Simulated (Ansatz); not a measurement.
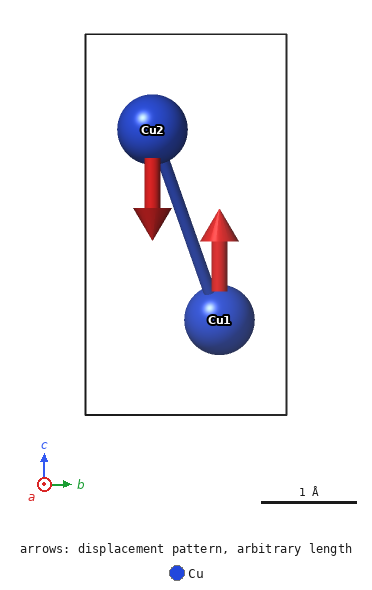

Normal modes of a crystal of Cu relaxed at 11 GPa, at the zone centre. The optical levels lie at 125 (×2), 305 cm⁻¹. One mode is drawn. The red arrows give the relative displacements of the atoms. Style: ball-and-stick. Shown: the cell of the calculation, along the a axis.

Level of theory: DFT LDA, scalar-relativistic, plane waves, PAW in Ansatz. Settings: plane-wave cutoff 420 eV; k-point mesh 18 × 18 × 10; occupations fermi dirac; smearing width 0.15 eV; target pressure 11 GPa; no spin polarisation.

The frequencies depend somewhat on the k-mesh and the smearing.

Question: To which level does it belong?

Answer: The level at 305 cm⁻¹. This is the B₁g mode, the highest optical level, silent by symmetry (neither infrared- nor Raman-active). All motion is along c; atoms of one kind move against one another, with no net shift of their sublattice.
